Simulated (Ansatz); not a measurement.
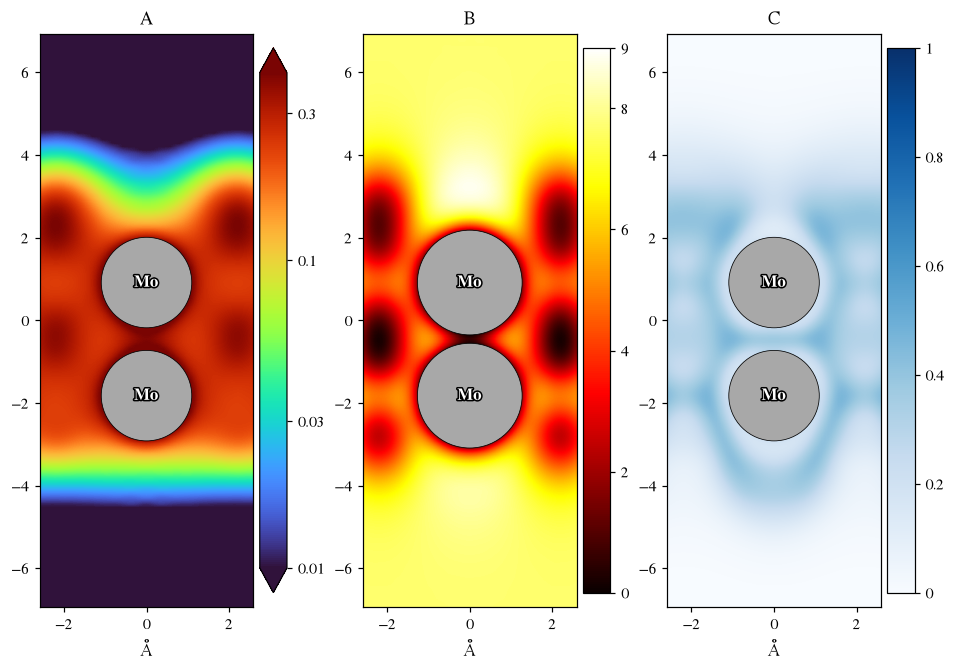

Mo (slab): 3 fields on the (100) plane of the calculation cell, a cut from vacuum to vacuum, with unlabelled colour scales. Grey discs cover the atomic cores.

Not relaxed (largest force 2.0 eV/Å); computed without spin polarisation.

These are results of Ansatz, DFT PBE, scalar-relativistic, plane waves, PAW, not measurements.

The panels show electron localisation function, electrostatic potential energy of an electron and valence pseudo-density in some order. Assign them.

Panel A: valence pseudo-density. Panel B: electrostatic potential energy of an electron (low next to the atoms, rising into the space between them). Panel C: electron localisation function. From the grid: Mo–Mo (2.74 Å): ρ at the midpoint is about 0.39 e/Å³; the ELF is about 0.35 at the midpoint.
